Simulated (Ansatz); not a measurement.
## TiSi₆₃: single-point calculation (part 2 of 3)

TiSi₆₃ (defect cell, 64 atoms in the cell); DFT PBE, scalar-relativistic, plane waves, PAW, spin-polarised (Ansatz 0.2.0); cutoff 420 eV, 1×1×1 k-mesh, Gaussian smearing of 0.05 eV, collinear spins. The structure derives from a Materials Project entry.

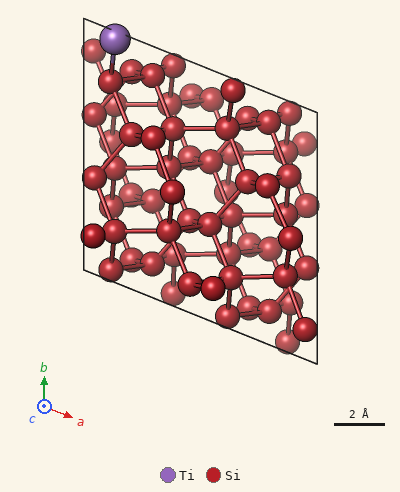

The structure as given in the input (ball-and-stick view of the cell of the calculation, along the c axis). An atom can appear more than once, as a periodic image.

### Log, continued
```
SCF iter   1: F=—  HF=-42543.844883 eV  |F-HF|=—  |Δ(HF+E_count)|=         —  Δρ=2.27e-2 (↑2.27e-2 ↓2.27e-2)  dr2=2.82e1  dr2_m=2.74e-2  M=0.000 μB ∫|m|=0.149 μB  β_m=0.30  ethr=3.10e-3  ⟨swp⟩=6.0  Hψ=1819  notcnv=0  defer=50
Mixer restart at iter 1: flushing history
preconditioner: auto → Resta (q_TF=auto, 2.076 Å⁻¹)  ε∞=5.4  [insulator: Δε(μ)=0.760 eV  Ē_g=7.712 eV  σ=0.050 eV  W_gap=1.00  n_scr=204 (ndim 8)  ℏωp=16.1 eV  f_vac=0.000  D(μ)=0.00/eV (n_scr^D=0)  ε∞_Penn≈5.4]
spin=Collinear: Resta preconditioning applied to the charge; magnetization (m = ρ↑ − ρ↓) channel mixes plain (no charge-response kernel on spin).
SCF iter   2: F=—  HF=-42544.739857 eV  |F-HF|=—  |Δ(HF+E_count)|=   8.95e-1  Δρ=1.70e-2 (↑1.69e-2 ↓1.70e-2)  dr2=1.60e1  dr2_m=1.46e-2  M=0.000 μB ∫|m|=0.118 μB  β_m=0.65  ethr=3.10e-3  ⟨swp⟩=2.0  Hψ=466  notcnv=0  defer=68
SCF iter   3: F=—  HF=-42546.055255 eV  |F-HF|=—  |Δ(HF+E_count)|=    1.32e0  Δρ=3.15e-3 (↑3.09e-3 ↓3.15e-3)  dr2=7.91e-1  dr2_m=3.44e-5  M=0.000 μB ∫|m|=0.021 μB  β_m=0.61  ethr=3.10e-3  ⟨swp⟩=4.0  Hψ=680  notcnv=0  defer=118
SCF iter   4: F=—  HF=-42546.126006 eV  |F-HF|=—  |Δ(HF+E_count)|=   7.08e-2  Δρ=1.13e-3 (↑1.13e-3 ↓1.12e-3)  dr2=8.58e-2  dr2_m=2.08e-5  M=0.000 μB ∫|m|=0.011 μB  β_m=0.75  ethr=3.00e-4  ⟨swp⟩=3.0  Hψ=746  notcnv=0  defer=116
SCF iter   5: F=—  HF=-42546.224331 eV  |F-HF|=—  |Δ(HF+E_count)|=   9.83e-2  Δρ=4.45e-4 (↑4.41e-4 ↓4.45e-4)  dr2=1.63e-2  dr2_m=1.02e-6  M=0.000 μB ∫|m|=0.003 μB  β_m=0.87  ethr=3.25e-5  ⟨swp⟩=2.0  Hψ=670  notcnv=0  defer=116
SCF iter   6: F=—  HF=-42546.242776 eV  |F-HF|=—  |Δ(HF+E_count)|=   1.84e-2  Δρ=1.41e-4 (↑1.41e-4 ↓1.40e-4)  dr2=1.85e-3  dr2_m=4.28e-8  M=0.000 μB ∫|m|=0.001 μB  β_m=0.90  ethr=6.16e-6  ⟨swp⟩=2.0  Hψ=672  notcnv=0  defer=116
SCF iter   7: F=—  HF=-42546.244224 eV  |F-HF|=—  |Δ(HF+E_count)|=   1.45e-3  Δρ=3.25e-5 (↑3.25e-5 ↓3.22e-5)  dr2=2.45e-4  dr2_m=3.57e-9  M=0.000 μB ∫|m|=0.000 μB  β_m=0.92  ethr=6.99e-7  ⟨swp⟩=2.0  Hψ=658  notcnv=0  defer=116
SCF iter   8: F=—  HF=-42546.244337 eV  |F-HF|=—  |Δ(HF+E_count)|=   1.13e-4  Δρ=1.12e-5 (↑1.12e-5 ↓1.11e-5)  dr2=1.38e-5  dr2_m=8.40e-10  M=0.000 μB ∫|m|=0.000 μB  β_m=0.96  ethr=9.30e-8  ⟨swp⟩=2.0  Hψ=532  notcnv=0  defer=116
SCF iter   9: F=—  HF=-42546.244130 eV  |F-HF|=—  |Δ(HF+E_count)|=   2.07e-4  Δρ=4.26e-6 (↑4.26e-6 ↓4.22e-6)  dr2=2.30e-6  dr2_m=1.37e-10  M=0.000 μB ∫|m|=0.000 μB  β_m=0.98  ethr=5.25e-9  ⟨swp⟩=3.0  Hψ=658  notcnv=0  defer=116
SCF iter  10: F=—  HF=-42546.244131 eV  |F-HF|=—  |Δ(HF+E_count)|=   9.23e-7  Δρ=1.10e-6 (↑1.08e-6 ↓1.10e-6)  dr2=1.66e-7  dr2_m=1.30e-11  M=0.000 μB ∫|m|=0.000 μB  β_m=0.99  ethr=8.71e-10  ⟨swp⟩=2.0  Hψ=656  notcnv=0  defer=116
SCF iter  11: F=—  HF=-42546.244131 eV  |F-HF|=—  |Δ(HF+E_count)|=   1.39e-7  Δρ=4.56e-7 (↑4.45e-7 ↓4.56e-7)  dr2=3.30e-8  dr2_m=1.21e-12  M=0.000 μB ∫|m|=0.000 μB  β_m=0.99  ethr=6.28e-11  ⟨swp⟩=2.0  Hψ=650  notcnv=0  defer=116
SCF iter  12: F=-42546.244131 eV  HF=-42546.244131 eV  |F-HF|=8.26e-9  |Δ(HF+E_count)|=   1.02e-8  Δρ=2.69e-7 (↑2.69e-7 ↓2.65e-7)  dr2=1.19e-8  dr2_m=8.98e-14  M=0.000 μB ∫|m|=0.000 μB  ethr=1.25e-11  ⟨swp⟩=14.5  Hψ=2738  notcnv=0
SCF 1 converged in 12 iterations: F = -42546.244131 eV  dr2 = 1.19e-8
  greatest PAW one-centre occupation: 0.999 electrons in one spin orbital (limit 2), on the Ti atom at site 0 (counted from 0), in its partial waves of l = 0
iteration 12: the least curvature of the free energy that was read at this close is 0.452 (0.567 in the run's own bands): not negative
WARN: the starting moments were not kept: the SCF closed with an absolute magnetisation of 1.6e-6 μB, where they sum to 1 μB in size (5 sites). That is at most 0.1 of that sum. Measured as dr2_m measures the in/out step, that magnetisation stands 9.7e-14 eV from none, at or under the dr2_threshold of 1.0e-7 eV: it is no larger than a step whose dr2_m would equal this threshold. The system may hold no moment; this SCF shows only that its start led to no more than that. To try another start: raise the starting moments (crystal.atoms[].spin, magnetization.per_species, magnetization.initial_magnetization, or on a non-collinear deck that types none of these the spinor_matrix: blocks that start its atoms; where the total moment is fixed, keep their sum and leave initial_magnetization as it is; typed ones take the place of any that the run laid by itself, positive ones on a crystal's lanthanoids without a Hubbard term where scf.initial_density.shell_occupations: [] is typed) or, if the notice of its spin-set hold's release reads "site moments contracting" or "site moments show no strong build", lengthen the hold (scf.mixing.spin_hold: { on: { confirm: 4 } }; for m-r²SCAN on two components see the key's manual first). Each may lead to a state that holds a moment. A second SCF, from the converged charge density, with the starting moments and any scf.initial_density.shell_occupations laid on it anew, would have followed, and was not run: the deck does not ask for one (magnetization.retry_lost_moments is false, the default). To let it run, set magnetization.retry_lost_moments: true and run the deck again, where that key's refused combinations let it; where memory then withholds it, that run's warning says so.
SCF converged after 12 iterations
Magnetization: 0.0000 μB (132.0000 up, 132.0000 down)
Absolute magnetization: 0.0000 μB (∫|ρ↑−ρ↓|, with the PAW one-centre terms)
Spin contamination: 0.0000 ħ² per cell (⟨S²⟩ above its minimum at these occupations)
Per-site moments (μB) at R_I (Å): [(3.1948152328566246e-7, 1.022796210814166), (-7.410989447658898e-9, 0.9608263197248472), (-3.4152410432960368e-9, 0.9548553022262578), (-6.162289801208552e-9, 0.9604366491015853), (-1.3075229081428635e-8, 0.9670990398550822), (-5.37041545532738e-9, 0.9581382507272873), (-2.6961926030701482e-9, 0.9592071129381956), (-1.5961956782151907e-9, 0.958403920759902), (5.968625888077426e-10, 0.9528591589796783), (-4.0883924000985165e-9, 0.9601406064084588), (-4.500858608715266e-9, 0.9568690978955247), (-1.4988965988798904e-8, 0.9554649869259226), (2.304072062871763e-9, 0.9602668223765443), (1.9195534358325976e-9, 0.9588390818167553), (-2.5999609578690085e-9, 0.9624406368696744), (-5.238150886606122e-9, 0.9616493299454802), (-8.024857162233891e-9, 0.9548553022262578), (-5.659320240445645e-10, 0.9581382507272873), (-2.1981159925517525e-9, 0.9592071129381956), (-1.470098332936917e-9, 0.958403920759902), (-2.525857230780436e-8, 0.9528591589796783), (1.924206870745289e-10, 0.9601406064084588), (-3.929638327138661e-9, 0.9568690978955247), (1.4105977490599169e-9, 0.9554649869259226), (-5.5964076384706195e-9, 0.9602668223765443), (-1.0278625768626997e-9, 0.9588390818167553), (-3.4496565454880416e-9, 0.9624406368696744), (-2.063616618854451e-8, 0.9709792655542684), (-2.531715944771914e-9, 0.9608263197248472), (-5.1251704950332835e-9, 0.9616493299454802), (-9.543522749192932e-9, 0.9604366491015853), (3.2716499062178178e-9, 0.9670990398550822), (-2.3243532406425876e-8, 0.951205955677847), (3.53989154561134e-9, 0.9621459169225385), (3.3894616191730938e-9, 0.9639662768833415), (-2.9449728719159174e-10, 0.957280261766199), (-5.126952177052763e-9, 0.9659037039400938), (-1.3467376666307025e-9, 0.9616460842745671), (5.985550657602984e-9, 0.963867952479773), (-2.577206682817486e-9, 0.9623568261555865), (4.878155365656871e-9, 0.9640949871237396), (-3.5919971784853072e-9, 0.9635489755931519), (7.094741594451305e-9, 0.961590408404904), (-8.966055650062036e-9, 0.962608006462616), (-2.772879376914568e-9, 0.9636916352365948), (-4.7364997951349156e-9, 0.9616692555067707), (-3.9703358106885976e-9, 0.9618417068959819), (3.9991151851422475e-9, 0.9542081828127721), (9.663946347053576e-9, 0.964037086539983), (1.612746006855486e-10, 0.9623568261555865), (-1.3233520631006978e-9, 0.9640949871237396), (1.8352115523854617e-9, 0.9536268409954367), (-1.0968508759672129e-8, 0.9678254416443732), (-7.299812716854909e-9, 0.9636916352365948), (-2.3801342480115823e-8, 0.9542081828127721), (-4.465308680762751e-9, 0.9616692555067707), (-2.9545980233794447e-9, 0.9616460842745671), (-1.2971402517255542e-9, 0.9618417068959819), (-6.072412808149121e-9, 0.9626574524308728), (-6.269303047970725e-9, 0.9621459169225385), (-3.610933099026504e-9, 0.9639662768833415), (1.3975951468726844e-9, 0.962608006462616), (-5.669045350811616e-9, 0.961590408404904), (2.572902922883494e-10, 0.951205955677847)]
Free energy (F): -42546.244131 eV
Harris-Foulkes:  -42546.244131 eV  (|F-HF|=8.26e-9)
Internal energy: -42546.244131 eV  (E = F + TS)
E sigma→0 (E₀):  -42546.244131 eV
Fermi energy:    5.885139 eV
--- Per-component energies (eV) ---
  E_band       = -74.558846
  E_kinetic    = 2813.419166
  E_local      = -3823.150706  (includes V_loc(G=0)·N_el)
  E_nonlocal   = 1648.180533
  E_hartree    = 1337.282292
  E_xc         = -3569.947863
  E_vxc        = -3060.149381  (∫ρ·V_xc dr)
  E_paw        = -33353.387293  (= ΣΔE_a)
  E_vpaw       = -327.427830  (= ΣTr[D̂ρ^β])
  E_aug_tail   = 0.000518  (compensation charges beyond the density's cutoff)
  E_ewald      = -7598.640779
  E_smearing   = -0.000000  (= −TS)
  E_closure    = -0.000000  (closes the sum)
  Σ components = -42546.244131   (vs F -42546.244131, Δ=0.00e0)
--- Forces (eV/Å), atoms counted from 1 ---
  atom   1  Ti    -0.01449356    -0.02537068     0.01046016
  atom   2  Si    -0.00891558    -0.00784005     0.00224973
  atom   3  Si    -0.00180407     0.00184153     0.00837931
  atom   4  Si    -0.00512590    -0.00639303     0.00324545
  atom   5  Si    -0.00428265    -0.00523576    -0.00140894
  atom   6  Si    -0.00026932    -0.00227571     0.00343820
  atom   7  Si    -0.00406259     0.00060710     0.00468304
  atom   8  Si     0.00139712     0.00403324     0.00933497
  atom   9  Si    -0.00992425    -0.01147016     0.01044684
  atom  10  Si     0.00464844     0.00080901     0.01015675
  atom  11  Si    -0.00200464    -0.00252004     0.00997441
  atom  12  Si     0.00305089     0.00536926     0.01952834
  atom  13  Si    -0.00047969    -0.00152301     0.00066487
  atom  14  Si    -0.00238862     0.00222130     0.01265014
  atom  15  Si     0.00296616    -0.00712399     0.01140212
  atom  16  Si    -0.00230176     0.00576635     0.00494883
  atom  17  Si    -0.00095032     0.00116725    -0.00464272
  atom  18  Si     0.00374297    -0.00294740    -0.00133807
  atom  19  Si    -0.00056726     0.00401775    -0.00220861
  atom  20  Si     0.00192863     0.00133409    -0.00686940
  atom  21  Si     0.00516305     0.01604158    -0.03818118
  atom  22  Si     0.00124830     0.00363596    -0.01490651
  atom  23  Si     0.00384849    -0.00165979    -0.01079089
  atom  24  Si     0.00047222    -0.00013781    -0.00786499
  atom  25  Si     0.00605971     0.00624593    -0.00109490
  atom  26  Si    -0.00186924     0.00112802    -0.00927315
  atom  27  Si    -0.00215668    -0.00142551    -0.00166374
  atom  28  Si    -0.00359393    -0.00491020     0.01865087
  atom  29  Si    -0.00252192    -0.00112084    -0.00433762
  atom  30  Si     0.00352197     0.00089353    -0.01286100
  atom  31  Si     0.00640747     0.00644705    -0.00571043
  atom  32  Si    -0.00803074    -0.00874291    -0.00619612
  atom  33  Si     0.02438157    -0.00179762     0.01002599
  atom  34  Si     0.00999559     0.00402900     0.00626851
  atom  35  Si    -0.00208536    -0.00523670     0.00427859
  atom  36  Si     0.00284225    -0.01266771     0.01010670
  atom  37  Si     0.01254791     0.00635652    -0.00290090
  atom  38  Si     0.00475293     0.00390126     0.00048730
  atom  39  Si     0.00399830     0.00454778     0.00402365
  atom  40  Si     0.00009539    -0.00252765    -0.00094994
  atom  41  Si    -0.00259968    -0.00290094    -0.00385001
  atom  42  Si    -0.00464745    -0.00643421     0.00044287
  atom  43  Si    -0.00402429    -0.00518249    -0.00407373
  atom  44  Si    -0.00814938    -0.00547062     0.00725829
  atom  45  Si     0.00357913     0.00125088    -0.00166602
  atom  46  Si    -0.00413865    -0.00116253    -0.00277676
  atom  47  Si    -0.00167023     0.00563963     0.00379278
  atom  48  Si     0.00451997    -0.01220806    -0.00976430
  atom  49  Si     0.00562336     0.01041077     0.00672891
  atom  50  Si    -0.00407880    -0.00230004    -0.00267910
  atom  51  Si     0.00241172     0.00398018     0.00013137
  atom  52  Si    -0.00929339    -0.00403346    -0.00128923
  atom  53  Si     0.00174485     0.01238388    -0.00555348
  atom  54  Si    -0.00567723    -0.00370011    -0.00257357
  atom  55  Si    -0.00586266     0.04194000     0.00113999
  atom  56  Si     0.00047843     0.00162668    -0.00228862
  atom  57  Si    -0.00285246     0.00289071    -0.00207259
  atom  58  Si     0.01112301    -0.00088160    -0.00052890
  atom  59  Si    -0.00151912    -0.00452592    -0.00527602
  atom  60  Si    -0.00679279    -0.00690845     0.00402008
  atom  61  Si     0.00866500     0.00514462    -0.00687565
  atom  62  Si     0.00563029     0.00267082    -0.00442790
  atom  63  Si     0.00220102    -0.00019543     0.00199222
  atom  64  Si    -0.00991767     0.00049436    -0.01201985
  max |Σ_I F_I| component: 5.76e-6 eV/Å
--- Band table (eV) ---
  k-point 0 ↑: bands = ["-51.1042", "-27.4692", "-27.3724", "-27.3469", "-6.1408", "-5.4931", "-5.4478", "-5.1324", "-4.9158", "-4.8954", "-4.8863", "-4.8131", "-4.7992", "-4.7007", "-4.2703", "-4.2598", "-4.2246", "-4.2212", "-4.1914", "-4.1721", "-4.1199", "-4.1132", "-3.7275", "-3.2586", "-3.2493", "-3.2423", "-3.2210", "-3.2155", "-2.8783", "-2.3988", "-2.3607", "-2.3527", "-2.2253", "-2.0078", "-1.9748", "-1.9504", "-1.9356", "-1.9284", "-1.9160", "-1.7175",
      "-1.7062", "-1.6421", "-1.6061", "-1.1883", "-0.8581", "-0.8245", "-0.8180", "-0.6791", "-0.5648", "-0.4021", "-0.3258", "-0.2342", "-0.1852", "0.1403", "0.3491", "0.4829", "0.6235", "0.7502", "0.8262", "1.0251", "1.0987", "1.1074", "1.1273", "1.1881", "1.2480", "1.4327", "1.5334", "1.5428", "1.6229", "1.6625", "1.6959", "1.8042", "1.9005", "1.9499", "1.9837", "1.9892", "2.0539", "2.1517", "2.1682", "2.3190",
      "2.3965", "2.4291", "2.4800", "2.5146", "2.5800", "2.7440", "2.9893", "3.0027", "3.0089", "3.0328", "3.0899", "3.1026", "3.1610", "3.2127", "3.2819", "3.3594", "3.3808", "3.3992", "3.4818", "3.5124", "3.5454", "3.5772", "3.5890", "3.6264", "3.6840", "3.7085", "3.7594", "3.7907", "3.8424", "3.8945", "4.0038", "4.1069", "4.2487", "4.2553", "4.2814", "4.3115", "4.3238", "4.3715", "4.4025", "4.4158",
      "4.4951", "4.5608", "4.6670", "4.7745", "4.7995", "4.9876", "5.1040", "5.1222", "5.1890", "5.3021", "5.3239", "5.4042", "6.3661", "6.4162", "6.6159", "6.6804", "6.7234", "6.7801", "6.8429", "6.9580", "7.0230", "7.0820", "7.1757", "7.2139", "7.2411", "7.3135", "7.4023", "7.4219", "7.4787", "7.5092", "7.5425", "7.6158", "7.7495", "7.7967", "7.8853", "7.9394", "7.9766", "8.0237", "8.1540", "8.1935",
      "8.2919", "8.3117", "8.3482", "8.3865", "8.4020", "8.4176", "8.5080", "8.5257", "8.5463", "8.6090", "8.6946", "8.7701", "8.8117", "8.8404", "8.8651", "8.9072", "8.9557", "8.9729", "9.0808", "9.1101", "9.1725", "9.1880", "9.2574", "9.3067", "9.3680", "9.4072", "9.4545", "9.5156", "9.5307", "9.5418", "9.5622", "9.5706", "9.6110", "9.6484", "9.6744", "9.7243", "9.7676"]
```
